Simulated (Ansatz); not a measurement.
```
CELL_PARAMETERS angstrom
3.22900 0.00000 0.00000
-1.61450 4.25186 0.00000
0.00000 0.00000 25.94919
ATOMIC_POSITIONS crystal
Si 0.68808 0.37732 0.28348
Si 0.43647 0.87337 0.32583
W 0.15470 0.30961 0.36978
Si 0.86835 0.73629 0.40321
Si 0.57862 0.15736 0.44292
W 0.29311 0.58612 0.48295
Si 0.00512 0.01006 0.51976
Si 0.71907 0.43806 0.55836
W 0.43112 0.86214 0.59610
Si 0.14715 0.29397 0.63572
Si 0.85409 0.70800 0.67590
W 0.57288 0.14524 0.70512
```

The calculation used Ansatz, DFT PBE, scalar-relativistic, plane waves, PAW.

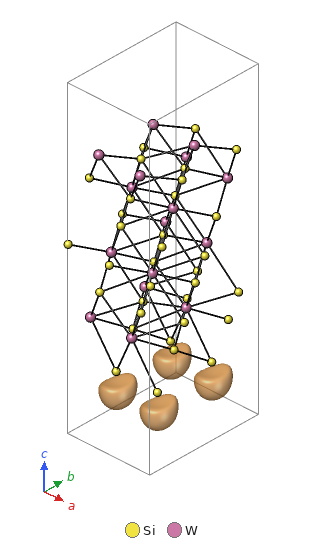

Si2W (slab). Isosurface of the ELF at 0.9 (orange), seen at an oblique angle. Core shells and regions of very low density are left out. Sticks mark near contacts.

In a PAW calculation such maps are meaningful between the atoms, not at the nuclei.

What do the ELF domains correspond to?

The surface consists of one lobe on Si, pointing away from the bonds (lone pairs), counted in one cell of 12 atoms. Counts are for one cell; the picture repeats the cell along the surface. Along the contacts the grid gives the following. Si–Si (2.41 Å): the ELF peaks at about 0.75 between the atoms. Si–W (2.50 Å): the ELF peaks at about 0.75 in the valence shell of Si, 0.9 Å from its nucleus, and is about 0.50 at the midpoint.

Metal or insulator at this level of theory?

It is gapless in this calculation (a metal or semimetal).
